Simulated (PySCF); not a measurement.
**C3H6O (SMILES CC(C)=O): levels of theory compared**

Wanted: a comparison of 6 runs (HF/3-21G, HF/def2-SVP, B3LYP/6-31G*, PBE0/def2-SVP, PBE0/pcseg-1, B2PLYP/def2-TZVP) of C3H6O. 

The calculation is run with PySCF 2.14.0.

**1. The system as given**

The species is C3H6O (10 atoms), meant as a singlet with charge 0. As SMILES, `CC(C)=O`. The shape is that of a PBE0-D4/def2-TZVP optimisation.

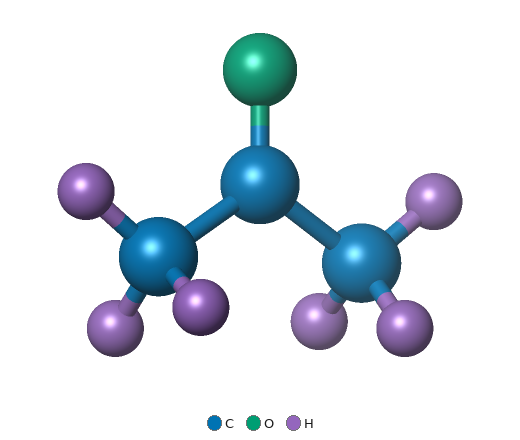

The structure, seen from a chosen angle (carbon blue, oxygen teal, hydrogen purple).

**2. Energy and forces at HF/3-21G (run 1)**

input.py reads:

```python
from pyscf import gto

mol = gto.Mole()
mol.atom = '''
C     -0.763500     0.843700    -0.605500
C      0.498000     0.046700    -0.400600
C      0.525100    -0.866200     0.797100
O      1.435000     0.134800    -1.154100
H     -1.637300     0.186500    -0.611300
H     -0.898500     1.540800     0.227000
H     -0.707800     1.399400    -1.539600
H     -0.233900    -1.646100     0.683600
H      1.506700    -1.325600     0.895800
H      0.276100    -0.314000     1.707400
'''
mol.charge = 0
mol.spin = 0
mol.verbose = 4
mol.basis = '3-21g'
mol.max_memory = 1860
mol.build()

mf = mol.RHF()
mf.conv_tol = 1e-10
mf.kernel()
if not mf.converged:
    mf = mf.newton().run(mf.mo_coeff, mf.mo_occ)

e_tot = mf.e_tot
print('E = %.10f Eh' % e_tot)
grad = mf.nuc_grad_method().kernel()
mf.analyze()
```

Launch:

```console
$ OMP_NUM_THREADS=1 python input.py
```

The program printed:

```text
PySCF version 2.14.0

[... 83 lines left out ...]
Two-electron Energy =                  185.464948943777074
[... 6 lines left out ...]
MO #3   energy= -11.1750751176741  occ= 2
[... 4 lines left out ...]
MO #8   energy= -0.734536448769185 occ= 2
[... 4 lines left out ...]
MO #13  energy= -0.555847381247522 occ= 2
[... 4 lines left out ...]
MO #18  energy= 0.259228434769583  occ= 0
[... 4 lines left out ...]
MO #23  energy= 0.361773406156662  occ= 0
[... 4 lines left out ...]
MO #28  energy= 0.932779591284796  occ= 0
[... 4 lines left out ...]
MO #33  energy= 1.13099162316629   occ= 0
[... 4 lines left out ...]
MO #38  energy= 1.34545114892018   occ= 0
[... 4 lines left out ...]
MO #43  energy= 1.89932760580471   occ= 0
[... 4 lines left out ...]
MO #48  energy= 3.57116607248335   occ= 0
[... 22 lines left out ...]
pop of  2 C 3s            0.00089
pop of  2 C 2px           1.13523
pop of  2 C 2py           1.08911
pop of  2 C 2pz           1.06438
pop of  2 C 3px           0.00180
pop of  2 C 3py           0.00245
pop of  2 C 3pz           0.00310
pop of  3 O 1s            1.99976
pop of  3 O 2s            1.69216
pop of  3 O 3s            0.00446
pop of  3 O 2px           1.57657
pop of  3 O 2py           1.56275
pop of  3 O 2pz           1.56219
pop of  3 O 3px           0.00163
pop of  3 O 3py           0.00226
pop of  3 O 3pz           0.00178
pop of  4 H 1s            0.88746
pop of  4 H 2s            0.00900
pop of  5 H 1s            0.88447
pop of  5 H 2s            0.00905
pop of  6 H 1s            0.87415
pop of  6 H 2s            0.01155
pop of  7 H 1s            0.88450
pop of  7 H 2s            0.00905
pop of  8 H 1s            0.87414
pop of  8 H 2s            0.01156
pop of  9 H 1s            0.88744
pop of  9 H 2s            0.00900
 ** Mulliken atomic charges  **
charge of    0C =     -0.30755
charge of    1C =      0.37003
charge of    2C =     -0.30754
charge of    3O =     -0.40356
charge of    4H =      0.10354
charge of    5H =      0.10648
charge of    6H =      0.11430
charge of    7H =      0.10645
charge of    8H =      0.11430
charge of    9H =      0.10356
Dipole moment(X, Y, Z, Debye): -2.42308, -0.22734,  1.94899
```

It took 2.5 s on 1 thread of Intel Xeon at 2.70GHz, shared host; peak memory 0.12 GiB.

**3. Energy and forces at HF/def2-SVP (run 2)**

calc.py reads:

```python
from pyscf import gto, scf

system = gto.Mole()
system.atom = [
    ('C', (-0.763500, 0.843700, -0.605500)),
    ('C', (0.498000, 0.046700, -0.400600)),
    ('C', (0.525100, -0.866200, 0.797100)),
    ('O', (1.435000, 0.134800, -1.154100)),
    ('H', (-1.637300, 0.186500, -0.611300)),
    ('H', (-0.898500, 1.540800, 0.227000)),
    ('H', (-0.707800, 1.399400, -1.539600)),
    ('H', (-0.233900, -1.646100, 0.683600)),
    ('H', (1.506700, -1.325600, 0.895800)),
    ('H', (0.276100, -0.314000, 1.707400)),
]
system.verbose = 4
system.basis = 'def2-svp'
system.max_memory = 1860
system.build()

hf = scf.RHF(system)
hf.conv_tol = 1e-10
hf.kernel()
if not hf.converged:
    hf = hf.newton().run(hf.mo_coeff, hf.mo_occ)

etot = hf.e_tot
print(f'total energy: {etot:.8f} hartree')
grad = hf.nuc_grad_method().kernel()
hf.analyze()
```

Launch:

```console
$ OMP_NUM_THREADS=1 python calc.py
```

The program printed:

```text
PySCF version 2.14.0

[... 83 lines left out ...]
Two-electron Energy =                  185.889055364437553
[... 9 lines left out ...]
MO #6   energy= -1.0343952237974   occ= 2
[... 7 lines left out ...]
MO #14  energy= -0.538487357725643 occ= 2
[... 7 lines left out ...]
MO #22  energy= 0.276432810735804  occ= 0
[... 7 lines left out ...]
MO #30  energy= 0.676189255076919  occ= 0
[... 7 lines left out ...]
MO #38  energy= 0.904156907457938  occ= 0
[... 7 lines left out ...]
MO #46  energy= 1.31753042298939   occ= 0
[... 7 lines left out ...]
MO #54  energy= 1.82413685414964   occ= 0
[... 7 lines left out ...]
MO #62  energy= 2.08308678208511   occ= 0
[... 7 lines left out ...]
MO #70  energy= 2.66848520238566   occ= 0
[... 7 lines left out ...]
MO #78  energy= 3.08360688971285   occ= 0
[... 7 lines left out ...]
MO #86  energy= 4.04376752772622   occ= 0
[... 60 lines left out ...]
pop of  4 H 2px           0.00135
pop of  4 H 2py           0.00054
pop of  4 H 2pz           0.00004
pop of  5 H 1s            0.89304
pop of  5 H 2s            0.00787
pop of  5 H 2px           0.00014
pop of  5 H 2py           0.00088
pop of  5 H 2pz           0.00088
pop of  6 H 1s            0.88278
pop of  6 H 2s            0.01069
pop of  6 H 2px           0.00005
pop of  6 H 2py           0.00049
pop of  6 H 2pz           0.00134
pop of  7 H 1s            0.89308
pop of  7 H 2s            0.00787
pop of  7 H 2px           0.00074
pop of  7 H 2py           0.00108
pop of  7 H 2pz           0.00008
pop of  8 H 1s            0.88277
pop of  8 H 2s            0.01069
pop of  8 H 2px           0.00149
pop of  8 H 2py           0.00034
pop of  8 H 2pz           0.00005
pop of  9 H 1s            0.89651
pop of  9 H 2s            0.00779
pop of  9 H 2px           0.00010
pop of  9 H 2py           0.00038
pop of  9 H 2pz           0.00145
 ** Mulliken atomic charges  **
charge of    0C =     -0.28449
charge of    1C =      0.45204
charge of    2C =     -0.28448
charge of    3O =     -0.47420
charge of    4H =      0.09374
charge of    5H =      0.09718
charge of    6H =      0.10465
charge of    7H =      0.09715
charge of    8H =      0.10465
charge of    9H =      0.09376
Dipole moment(X, Y, Z, Debye): -2.55061, -0.23942,  2.05148
```

It took 9.3 s on 1 thread of Intel Xeon at 2.70GHz, shared host; peak memory 0.17 GiB.

**4. Energy and gradient at B3LYP/6-31G(d) (spherical functions) (run 3)**

run.py reads:

```python
import pyscf.grad
from pyscf import gto, dft

mol = gto.Mole()
mol.atom = '''
C   -0.763500   0.843700  -0.605500
C    0.498000   0.046700  -0.400600
C    0.525100  -0.866200   0.797100
O    1.435000   0.134800  -1.154100
H   -1.637300   0.186500  -0.611300
H   -0.898500   1.540800   0.227000
H   -0.707800   1.399400  -1.539600
H   -0.233900  -1.646100   0.683600
H    1.506700  -1.325600   0.895800
H    0.276100  -0.314000   1.707400
'''
mol.max_memory = 1860
mol.verbose = 4
mol.basis = '6-31g*'
mol.charge = 0
mol.build()

myscf = dft.RKS(mol)
myscf.xc = 'b3lyp'
myscf.conv_tol = 1e-10
myscf.grids.level = 5
myscf.kernel()
if not myscf.converged:
    myscf = myscf.newton().run(myscf.mo_coeff, myscf.mo_occ)

e_final = myscf.e_tot
print('E(%s) = %.9f' % ('B3LYP', e_final))
grad = myscf.Gradients().kernel()
myscf.analyze()
```

Launch:

```console
$ OMP_NUM_THREADS=1 python run.py
```

The program printed:

```text
PySCF version 2.14.0

[... 96 lines left out ...]
Two-electron Energy =                  185.394599226102912
[... 8 lines left out ...]
MO #5   energy= -1.04003194832239  occ= 2
[... 6 lines left out ...]
MO #12  energy= -0.404246723723588 occ= 2
[... 6 lines left out ...]
MO #19  energy= 0.139025964901892  occ= 0
[... 6 lines left out ...]
MO #26  energy= 0.327880121981604  occ= 0
[... 6 lines left out ...]
MO #33  energy= 0.704568169883259  occ= 0
[... 6 lines left out ...]
MO #40  energy= 0.903780851240735  occ= 0
[... 6 lines left out ...]
MO #47  energy= 1.40100165492289   occ= 0
[... 6 lines left out ...]
MO #54  energy= 1.81378870700928   occ= 0
[... 6 lines left out ...]
MO #61  energy= 2.21465970082918   occ= 0
[... 6 lines left out ...]
MO #68  energy= 3.00301054052847   occ= 0
[... 42 lines left out ...]
pop of  2 C 3dxz          0.00047
pop of  2 C 3dx2-y2       0.00081
pop of  3 O 1s            1.99994
pop of  3 O 2s            1.68194
pop of  3 O 3s            0.00870
pop of  3 O 2px           1.56718
pop of  3 O 2py           1.55949
pop of  3 O 2pz           1.55609
pop of  3 O 3px           0.00335
pop of  3 O 3py           0.00281
pop of  3 O 3pz           0.00306
pop of  3 O 3dxy          0.00175
pop of  3 O 3dyz          0.00110
pop of  3 O 3dz^2         0.00202
pop of  3 O 3dxz          0.00633
pop of  3 O 3dx2-y2       0.00299
pop of  4 H 1s            0.87866
pop of  4 H 2s            0.00738
pop of  5 H 1s            0.87520
pop of  5 H 2s            0.00744
pop of  6 H 1s            0.86858
pop of  6 H 2s            0.00974
pop of  7 H 1s            0.87523
pop of  7 H 2s            0.00744
pop of  8 H 1s            0.86858
pop of  8 H 2s            0.00974
pop of  9 H 1s            0.87864
pop of  9 H 2s            0.00738
 ** Mulliken atomic charges  **
charge of    0C =     -0.34154
charge of    1C =      0.37383
charge of    2C =     -0.34154
charge of    3O =     -0.39674
charge of    4H =      0.11395
charge of    5H =      0.11736
charge of    6H =      0.12168
charge of    7H =      0.11733
charge of    8H =      0.12168
charge of    9H =      0.11398
Dipole moment(X, Y, Z, Debye): -2.16561, -0.20316,  1.74192
```

It took 29 s on 1 thread of Intel Xeon at 2.70GHz, shared host; peak memory 0.7 GiB.

Runs 4 to 5 aren't shown in full; the table further down has their settings and results.

**5. The energy at B2PLYP/def2-TZVP (run 6)**

job.py reads:

```python
# CC(C)=O
from pyscf import gto, dft, mp

mol = gto.Mole()
mol.atom = '''
C     -1.442806     1.594362    -1.144229
C      0.941084     0.088250    -0.757024
C      0.992295    -1.636881     1.506301
O      2.711757     0.254735    -2.180933
H     -3.094049     0.352434    -1.155190
H     -1.697919     2.911690     0.428968
H     -1.337548     2.644483    -2.909422
H     -0.442007    -3.110678     1.291817
H      2.847250    -2.505021     1.692817
H      0.521753    -0.593374     3.226518
'''
mol.max_memory = 1860
mol.basis = 'def2-tzvp'
mol.verbose = 3
mol.unit = 'bohr'
mol.charge = 0
mol.build()

mf = dft.RKS(mol)
mf.xc = '0.53*HF + 0.47*B88, 0.73*LYP'
mf.conv_tol = 1e-10
mf.grids.level = 5
mf.kernel()
if not mf.converged:
    mf = mf.newton().run(mf.mo_coeff, mf.mo_occ)

pt = mp.MP2(mf, frozen=4).run()
e_tot = mf.e_tot + 0.27 * pt.e_corr
print('PT2 part  %.8f' % (0.27 * pt.e_corr))
print('E(%s) = %.9f' % ('B2PLYP', e_tot))
mf.analyze()
```

Launch:

```console
$ OMP_NUM_THREADS=1 python job.py
```

The program printed:

```text
converged SCF energy = -192.828539770397
[... 10 lines left out ...]
MO #6   energy= -0.888414631530097 occ= 2
[... 13 lines left out ...]
MO #20  energy= 0.140317616118178  occ= 0
[... 13 lines left out ...]
MO #34  energy= 0.422827281490167  occ= 0
[... 13 lines left out ...]
MO #48  energy= 0.74060051797504   occ= 0
[... 13 lines left out ...]
MO #62  energy= 1.32044183033358   occ= 0
[... 13 lines left out ...]
MO #76  energy= 1.81218149711187   occ= 0
[... 13 lines left out ...]
MO #90  energy= 2.43375164442357   occ= 0
[... 13 lines left out ...]
MO #104 energy= 2.92723568510201   occ= 0
[... 13 lines left out ...]
MO #118 energy= 3.42512996599946   occ= 0
[... 13 lines left out ...]
MO #132 energy= 4.10844486319481   occ= 0
[... 13 lines left out ...]
MO #146 energy= 5.38112529809491   occ= 0
[... 13 lines left out ...]
MO #160 energy= 44.4470094385568   occ= 0
[... 11 lines left out ...]
Dipole moment(X, Y, Z, Debye): -2.43986, -0.22909,  1.96238
```

Run time: 51 s. Hardware: 1 thread of Intel Xeon at 2.70GHz, shared host; peak memory 1.2 GiB.

**6. The series**

```csv
run,level,integration grid,task,energy (Eh),dipole moment (D),HOMO energy (eV),LUMO energy (eV),wall time
1,HF/3-21G,–,gradient,-190.886625,3.12,-10.95,4.56,2.5 s
2,HF/def2-SVP,–,gradient,-191.818678,3.28,-11.26,4.24,9.3 s
3,B3LYP/6-31G* (spherical functions),5,gradient,-193.151594,2.79,-6.61,-0.20,29 s
4,PBE0/def2-SVP,5,gradient,-192.785865,2.87,-7.07,-0.14,32 s
5,PBE0/pcseg-1,5,gradient,-192.889794,3.05,-7.23,-0.29,35 s
6,B2PLYP/def2-TZVP,5,energy,-193.065345,3.14,-8.76,1.34,51 s
```

**7. Summary of results**

| quantity | value |
| --- | --- |
| run 6: total energy | -193.06534 Eh |
| run 6: dipole moment (SCF part) | 3.14 D |
| run 6: HOMO energy (SCF part's orbitals) | -8.76 eV |
| run 6: LUMO energy (SCF part's orbitals) | 1.34 eV |
| run 6: HOMO–LUMO gap (SCF part's orbitals) | 10.10 eV |

What this shows: The dipole moment (its size) runs from 2.79 D (B3LYP/6-31G*) to 3.28 D (HF/def2-SVP). The two ends differ in method and basis. The HOMO–LUMO gap runs from 6.41 eV (B3LYP/6-31G*) to 15.51 eV (HF/3-21G). Totals of different functionals can't be ranked against each other. All runs together took 2.6 min, the longest 51 s.
